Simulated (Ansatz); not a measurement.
## How KCl (Sylvite, Fm-3m) expands on warming

How much does KCl (Sylvite) expand with temperature?

Measurements to reproduce:
- volume expansion coefficient 111.3 1e-6/K and heat capacity C_P per formula unit 51.7 J/mol/K near room temperature (given in “High-Throughput Prediction of Finite-Temperature Properties using the Quasi-Harmonic Approximation”, 2016, arXiv:1603.06924)
- volume expansion coefficient 114.9 1e-6/K near room temperature (given in “Descriptors for thermal expansion in solids”, 2017, arXiv:1701.03966)

Main program and level: Ansatz 0.2.0; DFT LDA, scalar-relativistic, plane waves, PAW.

**1. Set-up**

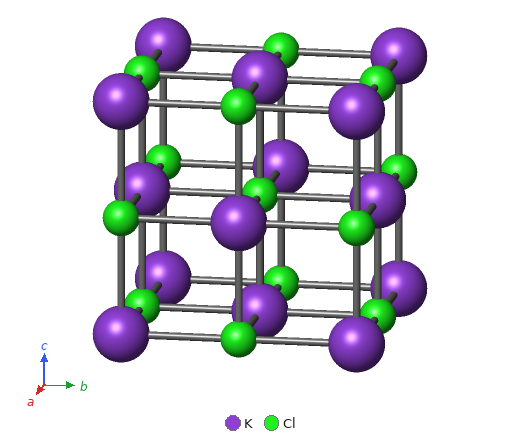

The cell as given, slightly off an axis (potassium purple, chlorine green). This picture shows the conventional cell, with its axes. Some periodic images of atoms are drawn too.

As a file:

```cif
data_structure
_symmetry_space_group_name_H-M 'P 1'
_symmetry_Int_Tables_number 1
_cell_length_a 4.4498
_cell_length_b 4.4498
_cell_length_c 4.4498
_cell_angle_alpha 60.000
_cell_angle_beta 60.000
_cell_angle_gamma 60.000
_cell_volume 62.30
loop_
_atom_site_label
_atom_site_type_symbol
_atom_site_fract_x
_atom_site_fract_y
_atom_site_fract_z
_atom_site_occupancy
K1 K 0.00000 0.00000 0.00000 1
Cl2 Cl 0.50000 0.50000 0.50000 1
```

**2. Probe on a coarse mesh**

A cheap single point shows whether the cell is a metal or an insulator and how far it is from rest; that sets the k-mesh and the occupations of what follows.

input.yaml reads:

```yaml
crystal:
  lattice:
    - [0.0, 3.14647, 3.14647]
    - [3.14647, 0.0, 3.14647]
    - [3.14647, 3.14647, 0.0]
  atoms:
    - { symbol: K, position: [0.0, 0.0, 0.0] }
    - { symbol: Cl, position: [0.5, 0.5, 0.5] }
kpoints:
  mp_grid: { grid: [6, 6, 6] }
hamiltonian:
  xc: lda
scf:
  occupations: { method: gaussian, width: 0.1 }
output:
  forces: true
  stress: true
  eigenvalues: true
```

On the command line:

```
ansatz run input.yaml --threads 4 --pin off --max-ram 16384MiB --backend cpu --events-out ev --progress --plain --runs-dir out
```

Numbers of over 12 decimals in the logs are rounded to 6 here.

Output:

```text
Engine: ansatz 0.2.0, aarch64-unknown-linux-gnu
Pseudopotentials: kind: paw
Pseudopotential: K, paw, valence charge 9, recommended cutoff 420 eV (normal), K.paw.azcp
Pseudopotential: Cl, paw, valence charge 7, recommended cutoff 420 eV (normal), Cl.paw.azcp
Functional definition: SPW92
  exchange = slater_x
  correlation = pw_c
Crystal: 2 atoms, lattice volume = 62.302 Å³
Basis set: ecut = 420 eV, 1243 PW (Γ)
Bands: 12, of which v1, the nominal top of the filled ones, is band 8 counted from 1 (7 counted from 0)
Symmetry: 48 space group operations
Space group: Fm-3m (ITA 225), of the structure as read, at distance tolerance 4.0e-5 Å
k-points: 16 of 216
Non-local potential: K, projectors of the file, l = 0: 3, l = 1: 2, l = 2: 2
Non-local potential: Cl, projectors of the file, l = 0: 2, l = 1: 2, l = 2: 2
PAW form: soft (Blöchl's): semilocal exchange-correlation on the pseudo side does not see the compensation charge
PAW frozen core: K, regenerated for the run's functional, and the local potential with it (the file was generated under x = pbe(κ = 0.804, μ = 0.219515), c = pbe(β = 0.066725))
PAW frozen core: Cl, regenerated for the run's functional, and the local potential with it (the file was generated under x = pbe(κ = 0.804, μ = 0.219515), c = pbe(β = 0.066725))
PAW one-centre angular grid: K, 110 points (default); XC on 64 Gauss nodes
PAW one-centre angular grid: Cl, 110 points (default); XC on 64 Gauss nodes
Initial density: superposition of atomic densities (neutral atoms: chi_scale 0, normalization atom), corrected by the library's trained network
Initial wavefunctions: pseudopotential atomic-orbital guess
Functional: x = slater, c = lda
SCF iter   1: F=—  HF=-2544.258324 eV  |F-HF|=—  |Δ(HF+E_count)|=         —  Δρ=6.14e-3  dr2=2.30e-2  ethr=1.77e-3  ⟨swp⟩=5.4  Hψ=1178  notcnv=0
preconditioner: auto → none  [insulator: Δε(μ)=4.622 eV  Ē_g=14.845 eV  σ=0.100 eV  W_gap=1.00  n_scr=14 (ndim 8)  ℏωp=17.6 eV  f_vac=0.081  D(μ)=0.00/eV (n_scr^D=0)  ε∞_Penn≈2.4]
SCF iter   2: F=—  HF=-2544.250398 eV  |F-HF|=—  |Δ(HF+E_count)|=   7.93e-3  Δρ=2.80e-3  dr2=2.13e-3  ethr=1.44e-4  ⟨swp⟩=2.2  Hψ=386  notcnv=0
SCF iter   3: F=—  HF=-2544.249746 eV  |F-HF|=—  |Δ(HF+E_count)|=   6.52e-4  Δρ=9.37e-4  dr2=3.14e-4  ethr=1.33e-5  ⟨swp⟩=2.3  Hψ=309  notcnv=0
SCF iter   4: F=—  HF=-2544.249649 eV  |F-HF|=—  |Δ(HF+E_count)|=   9.70e-5  Δρ=8.65e-5  dr2=3.86e-6  ethr=1.96e-6  ⟨swp⟩=2.2  Hψ=255  notcnv=0
SCF iter   5: F=—  HF=-2544.249649 eV  |F-HF|=—  |Δ(HF+E_count)|=   5.53e-8  Δρ=1.47e-5  dr2=3.34e-8  ethr=2.41e-8  ⟨swp⟩=2.8  Hψ=298  notcnv=0
SCF iter   6: F=-2544.249649 eV  HF=-2544.249649 eV  |F-HF|=3.82e-11  |Δ(HF+E_count)|=   9.01e-9  Δρ=8.98e-7  dr2=2.63e-10  ethr=2.09e-10  ⟨swp⟩=1.9  Hψ=643  notcnv=0
SCF 1 converged in 6 iterations: F = -2544.249649 eV  dr2 = 2.63e-10
  greatest PAW one-centre occupation: 0.985 electrons in one spin orbital (limit 2), on the K atom at site 0 (counted from 0), in its partial waves of l = 0
SCF converged after 6 iterations
Free energy (F): -2544.249649 eV
Harris-Foulkes:  -2544.249649 eV  (|F-HF|=3.82e-11)
Internal energy: -2544.249649 eV  (E = F + TS)
E sigma→0 (E₀):  -2544.249649 eV
Fermi energy:    2.959890 eV
--- Per-component energies (eV) ---
  E_band       = -134.551910
  E_kinetic    = 414.715583
  E_local      = -837.013784  (includes V_loc(G=0)·N_el)
  E_nonlocal   = 45.499935
  E_hartree    = 278.027148
  E_xc         = -238.994810
  E_vxc        = -285.129303  (∫ρ·V_xc dr)
  E_paw        = -1367.911162  (= ΣΔE_a)
  E_vpaw       = -28.678811  (= ΣTr[D̂ρ^β])
  E_aug_tail   = 0.000095  (compensation charges beyond the density's cutoff)
  E_ewald      = -839.020646
  E_core_change = 0.447992  (= ΣΔE_core)
  E_smearing   = -0.000000  (= −TS)
  E_closure    = 0.000000  (closes the sum)
  Σ components = -2544.249649   (vs F -2544.249649, Δ=0.00e0)
--- Forces (eV/Å), atoms counted from 1 ---
  atom   1  K     -0.00000000    -0.00000000    -0.00000000
  atom   2  Cl     0.00000000    -0.00000000    -0.00000000
  max |Σ_I F_I| component: 5.42e-30 eV/Å
--- Stress (GPa, compression-positive) ---
       -1.959901       0.000000      -0.000000
        0.000000      -1.959901       0.000000
        0.000000       0.000000      -1.959901
  P = ⅓ Tr σ = -1.9599 GPa (-19.599 kbar)
--- Band table (eV; the first three rows and the last of 16) ---
  k-point 0: bands = [... 4 lower, -9.9507, 0.5872, 0.5872, 0.5872, 5.3302, 8.6625, 8.6625, 8.6625]
  k-point 1: bands = [... 4 lower, -9.8851, 0.2438, 0.4957, 0.4957, 5.9868, 8.4661, 9.0096, 9.0096]
  k-point 2: bands = [... 4 lower, -9.7637, -0.3079, 0.3232, 0.3232, 7.2261, 8.5103, 9.9508, 9.9508]
  k-point 15: bands = [... 4 lower, -9.8966, -0.0203, 0.1370, 0.2064, 7.4866, 9.1483, 9.2925, 10.4674]
```

Wall time 0.77 s (4 threads of Arm Neoverse V2, shared host); peak memory 0.28 GiB; 1.2 s of CPU time.

In the SCF lines HF is the Harris–Foulkes energy and dr2 the Hartree energy of the density residual, in eV; the loop may stop once dr2 is under the threshold and the program's other checks hold. Hψ counts applications of the Hamiltonian.

This step gave:

| Property | Result |
| --- | --- |
| pressure | -1.960 GPa |
| gap on the k-mesh | 4.743 eV |
| volume per atom | 31.15 Å³ |

The start is under -2.0 GPa at this level and looks like an insulator or semiconductor on this mesh.

**3. Relaxation**

The vibrations must be taken about the equilibrium of this functional, not about the starting cell, so the structure is relaxed.

input.yaml, the sections that differ from step 2:

```yaml
scf:
  occupations: { method: gaussian, width: 0.02 }
output:
  forces: true
  stress: true
  eigenvalues: true
  write_density: true
  write_potential: true
  elf: true
  volumetric_format: npy
relax:
  adjacent_minimum: "off"
  f_tol: 0.005
  max_steps: 80
  cell: { stress_tol: 0.05 }
# crystal, kpoints, hamiltonian: as in step 2
```

Output:

```text
[...]
Crystal: 2 atoms, lattice volume = 62.302 Å³
Basis set: ecut = 420 eV, 1243 PW (Γ)
Bands: 12, of which v1, the nominal top of the filled ones, is band 8 counted from 1 (7 counted from 0)
Symmetry: 48 space group operations
[...]
k-points: 16 of 216
[...]
SCF iter   1: F=—  HF=-2544.258325 eV  |F-HF|=—  |Δ(HF+E_count)|=         —  Δρ=6.14e-3  dr2=2.29e-2  ethr=1.77e-3  ⟨swp⟩=6.0  Hψ=1226  notcnv=0
[...]
SCF iter   6: F=-2544.249649 eV  HF=-2544.249649 eV  |F-HF|=1.57e-10  |Δ(HF+E_count)|=   1.00e-8  Δρ=1.13e-6  dr2=4.84e-10  ethr=1.86e-10  ⟨swp⟩=4.9  Hψ=993  notcnv=0
SCF 1 converged in 6 iterations: F = -2544.249649 eV  dr2 = 4.84e-10
[...]
relax step   1: F+E_penalty+E_count = -2544.24964890 eV  Δ(F+E_penalty+E_count) = +0.000e0 eV  max|allowed force component| = 3.458e-29 eV/Å  Δτ_max = 0.0000 Å  P = -1.960 GPa  Ω = 62.302 Å³  (6 SCF iters, dr2 threshold 1.00e-7 eV, accepted)
Crystal: 2 atoms, lattice volume = 58.814 Å³
Basis set: ecut = 420 eV, 1139 PW (Γ)
[...]
iter 1 solved again at ethr=1.74e-5 eV; its pass at ethr=3.10e-3 eV (dr2=2.78e-3 eV) is discarded
[...]
SCF iter   6: F=-2544.282822 eV  HF=-2544.282822 eV  |F-HF|=1.45e-9  |Δ(HF+E_count)|=   2.68e-8  Δρ=2.46e-6  dr2=3.75e-9  ethr=1.25e-9  ⟨swp⟩=8.0  Hψ=1269  notcnv=0
SCF 2 converged in 6 iterations: F = -2544.282822 eV  dr2 = 3.75e-9
relax step   2: F+E_penalty+E_count = -2544.28282244 eV  Δ(F+E_penalty+E_count) = -3.317e-2 eV  max|allowed force component| = 2.222e-29 eV/Å  Δτ_max = 0.0000 Å  P = -1.022 GPa  Ω = 58.814 Å³  energy of the carried Pulay correction = +7.349e-5 eV  (6 SCF iters, dr2 threshold 2.00e-7 eV, accepted)
Crystal: 2 atoms, lattice volume = 55.433 Å³
Basis set: ecut = 420 eV, 1067 PW (Γ)
[...]
SCF iter   5: F=-2544.291432 eV  HF=-2544.291432 eV  |F-HF|=1.52e-8  |Δ(HF+E_count)|=   1.76e-7  Δρ=9.22e-6  dr2=2.64e-8  ethr=1.25e-9  ⟨swp⟩=9.1  Hψ=1432  notcnv=0
SCF 3 converged in 5 iterations: F = -2544.291432 eV  dr2 = 2.64e-8
relax step   3: F+E_penalty+E_count = -2544.29143157 eV  Δ(F+E_penalty+E_count) = -8.609e-3 eV  max|allowed force component| = 1.019e-30 eV/Å  Δτ_max = 0.0000 Å  P = +0.293 GPa  Ω = 55.433 Å³  energy of the carried Pulay correction = +1.489e-4 eV  (5 SCF iters, dr2 threshold 2.00e-7 eV, accepted)
[...]
relax step   4: F+E_penalty+E_count = -2544.29200104 eV  Δ(F+E_penalty+E_count) = -5.695e-4 eV  max|allowed force component| = 1.939e-30 eV/Å  Δτ_max = 0.0000 Å  P = -0.028 GPa  Ω = 56.152 Å³  energy of the carried Pulay correction = +1.325e-4 eV  (4 SCF iters, dr2 threshold 2.00e-7 eV, accepted)
[...]
SCF iter   1: F=—  HF=-2544.291907 eV  |F-HF|=—  |Δ(HF+E_count)|=         —  Δρ=6.07e-5  dr2=2.78e-7  ethr=9.86e-7  ⟨swp⟩=2.7  Hψ=1668  notcnv=0
eigensolver tolerance schedule: the retry pair's looser diagonalisation over-reported the residual by 566.56 of it (diagonalisation noise at 0.22 of the residual, at the tolerance the schedule requests for it); recorded, not acted on — ethr = c·dr2/N_el stays at c = 1.0e-1
[...]
SCF iter   2: F=—  HF=-2544.291904 eV  |F-HF|=—  |Δ(HF+E_count)|=   3.54e-6  Δρ=2.94e-5  dr2=6.05e-8  ethr=1.74e-9  ⟨swp⟩=2.3  Hψ=306  notcnv=0
[...]
SCF iter   5: F=-2544.291904 eV  HF=-2544.291904 eV  |F-HF|=0.00e0  |Δ(HF+E_count)|=  1.05e-11  Δρ=1.09e-7  dr2=1.93e-12  ethr=1.00e-12  ⟨swp⟩=5.0  Hψ=704  notcnv=0
SCF 5 converged in 5 iterations: F = -2544.291904 eV  dr2 = 1.93e-12
relax step   5: F+E_penalty+E_count = -2544.29190392 eV  Δ(F+E_penalty+E_count) = +9.712e-5 eV  max|allowed force component| = 3.640e-30 eV/Å  Δτ_max = 0.0000 Å  P = -0.029 GPa  Ω = 56.152 Å³  stress off target by 2.92e-2 GPa  SCF on the basis re-selected at this cell (its energy is not comparable with the rows above)  (5 SCF iters)
basis re-selected at this cell: Δ(F+E_penalty+E_count) = +9.712e-5 eV, ΔP = -0.001 GPa vs the last step (what re-selecting the basis moved, of the pressure what is left beyond the Pulay correction that the steps carried, after the strain that the cell walked since its last selection, with what the two solves' SCF thresholds leave and, on support functions, any second-order correction that the steps lacked; it is no m [...]
SCF converged after 5 iterations
Free energy (F): -2544.291904 eV
[...]
Internal energy: -2544.291904 eV  (E = F + TS)
E sigma→0 (E₀):  -2544.291904 eV
Fermi energy:    3.887608 eV
[...]
--- Stress (GPa, compression-positive) ---
       -0.029233      -0.000000      -0.000000
       -0.000000      -0.029233      -0.000000
       -0.000000      -0.000000      -0.029233
  P = ⅓ Tr σ = -0.0292 GPa (-0.292 kbar)
--- Band table (eV; the first three rows and the last of 16) ---
  k-point 0: bands = [... 4 lower, -8.9809, 1.3339, 1.3339, 1.3339, 6.4412, 9.4325, 9.4325, 9.4325]
  k-point 1: bands = [... 4 lower, -8.8952, 0.9277, 1.2149, 1.2149, 7.1593, 9.2606, 9.8177, 9.8177]
  k-point 2: bands = [... 4 lower, -8.7364, 0.2780, 0.9935, 0.9935, 8.3746, 9.4992, 10.8678, 10.8678]
  k-point 15: bands = [... 4 lower, -8.9115, 0.6656, 0.7942, 0.9122, 8.2297, 10.1952, 10.5416, 11.6524]
--- Relaxed structure (4 steps of the walk, 4 accepted, 1 SCFs on fresh bases) ---
  F+E_penalty+E_count = -2544.29190392 eV   max|allowed force component| = 3.640e-30 eV/Å   (the final SCF, on the basis selected at the relaxed cell)
  cell:  # Å, volume = 56.1521 Å³
    - [0, 3.039335, 3.039335]
    - [3.039335, 0, 3.039335]
    - [3.039335, 3.039335, 0]
  atoms:
    - { symbol: K, position: [0, 0, 0] }
    - { symbol: Cl, position: [0.5, 0.5, 0.5] }
```

Elapsed: 1.2 s, on 4 threads; peak memory 0.3 GiB; 3.8 s of CPU time.

Step by step:

```csv
step,energy less that of the first step (eV),largest force component (eV/Å),pressure (GPa),volume (Å³)
1,0.0000,0.0000,-1.96,62.30
2,-0.0332,0.0000,-1.02,58.81
3,-0.0418,0.0000,0.29,55.43
4,-0.0424,0.0000,-0.03,56.15
5*,-0.0423,0.0000,-0.03,56.15
```

Relaxation steps marked * repeat the geometry before them on a plane-wave basis chosen anew for their cell, so energy and pressure can jump there.

Forces are held to the 48 operations that the run works with; a distortion that breaks them can't arise in this run.

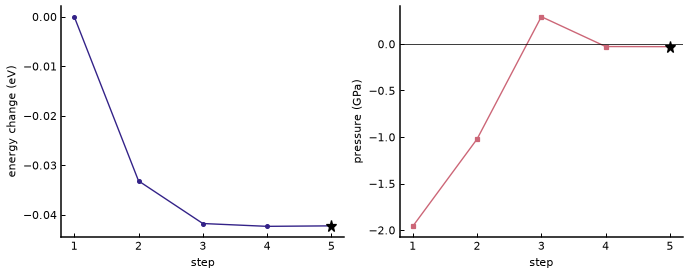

Energy and pressure along the relaxation. Stars mark steps on a basis chosen anew.

| conventional cell, symmetrised | before | after | change |
| --- | --- | --- | --- |
| a (Å) | 6.293 | 6.079 | -3.4 % |
| b (Å) | 6.293 | 6.079 | -3.4 % |
| c (Å) | 6.293 | 6.079 | -3.4 % |
| volume (Å³/atom) | 31.15 | 28.08 | -9.9 % |

Final coordinates:

```cif
data_structure
_symmetry_space_group_name_H-M 'P 1'
_symmetry_Int_Tables_number 1
_cell_length_a 4.2983
_cell_length_b 4.2983
_cell_length_c 4.2983
_cell_angle_alpha 60.000
_cell_angle_beta 60.000
_cell_angle_gamma 60.000
_cell_volume 56.15
loop_
_atom_site_label
_atom_site_type_symbol
_atom_site_fract_x
_atom_site_fract_y
_atom_site_fract_z
_atom_site_occupancy
K1 K 0.00000 0.00000 0.00000 1
Cl2 Cl 0.50000 0.50000 0.50000 1
```

This step gave:

```yaml
pressure: -0.02923 GPa
gap_on_the_k_mesh: 5.107 eV
volume_per_atom: 28.08 Å³
```

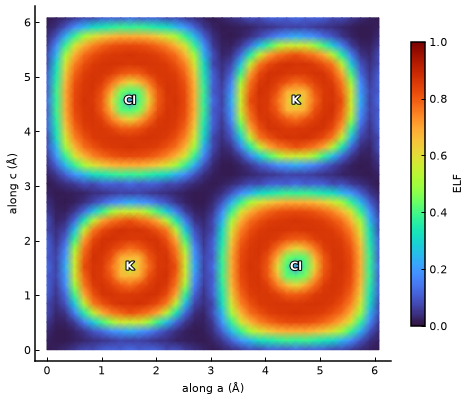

ELF in the ac plane of the conventional cell at fractional y = 0.000, with atoms of K and Cl within 0.2 Å of it. It is the smooth field of the valence electrons, not physical close to the nuclei. The map starts off the cell's origin, so that atoms lie inside it.

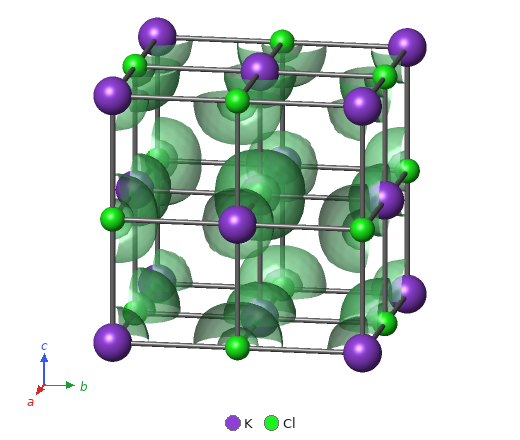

Surface of ELF = 0.79.

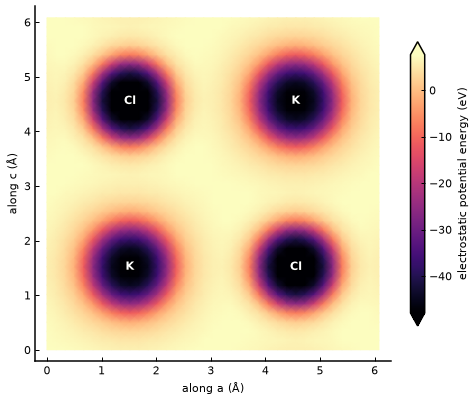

Electrostatic potential energy in the ac plane of the conventional cell at fractional y = 0.000, with atoms of K and Cl within 0.2 Å of it. With pseudopotentials it is smooth inside the atoms' cores, unlike the true potential. The map starts off the cell's origin, so that atoms lie inside it.

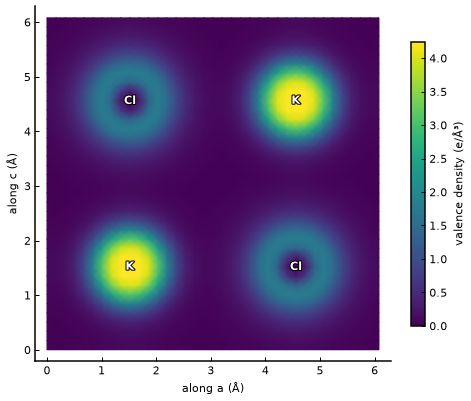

Valence density in the ac plane of the conventional cell at fractional y = 0.000, with atoms of K and Cl within 0.2 Å of it. It is the smooth field of the valence electrons, not physical close to the nuclei. The map starts off the cell's origin, so that atoms lie inside it.

The relaxation ends with a pressure of -0.03 GPa.

**4. A second relaxation**

The relaxation is run once more from where the first one ended, as the script does after a large change of volume or of the gap, with mesh and occupations reviewed.

input.yaml, the sections that differ from step 3:

```yaml
crystal:
  lattice:
    - [0.0, 3.0393353207, 3.0393353207]
    - [3.0393353207, 0.0, 3.0393353207]
    - [3.0393353207, 3.0393353207, 0.0]
  atoms:
    - { symbol: K, position: [0.0, 0.0, 0.0] }
    - { symbol: Cl, position: [0.5, 0.5, 0.5] }
output:
  forces: true
  stress: true
  eigenvalues: true
# kpoints, hamiltonian, scf, relax: as in step 3
```

Output:

```text
[...]
Crystal: 2 atoms, lattice volume = 56.152 Å³
Basis set: ecut = 420 eV, 1067 PW (Γ)
Bands: 12, of which v1, the nominal top of the filled ones, is band 8 counted from 1 (7 counted from 0)
Symmetry: 48 space group operations
[...]
k-points: 16 of 216
[...]
k-point 15: bands = [... 4 lower, -8.9115, 0.6656, 0.7942, 0.9122, 8.2297, 10.1952, 10.5416, 11.6524]
--- Relaxed structure (1 steps of the walk, 1 accepted, 1 SCFs on fresh bases) ---
[...]
cell:  # Å, volume = 56.1521 Å³
    - [0.0, 3.0393353207, 3.0393353207]
    - [3.0393353207, 0.0, 3.0393353207]
    - [3.0393353207, 3.0393353207, 0.0]
  atoms:
    - { symbol: K, position: [0.0, 0.0, 0.0] }
    - { symbol: Cl, position: [0.500000, 0.500000, 0.500000] }
[key lines of the parts left out:]
SCF converged after 4 iterations
Free energy (F): -2544.291904 eV
Fermi energy:    3.887608 eV
P = ⅓ Tr σ = -0.0292 GPa (-0.292 kbar)
```

Run time: 0.5 s. Hardware: 4 threads; peak memory 0.29 GiB; 1.4 s of CPU time.

Little changed from the start: no atom moved by 0.005 Å and no cell edge by 0.1 %.

(Part 1 of 5 ends here.)

[Logs are printed without paths, hosts, clocks, repeated set-up lines and the standing remarks that a program may print on its own settings, such as how far it seeks lower states.]

[Hosts, paths, dates, database ids (printed as entryN), source tags and the programs' standing remarks are cut or masked in the printed files.]

[A step with changed settings may run another functional than the one named; its input shows which.]
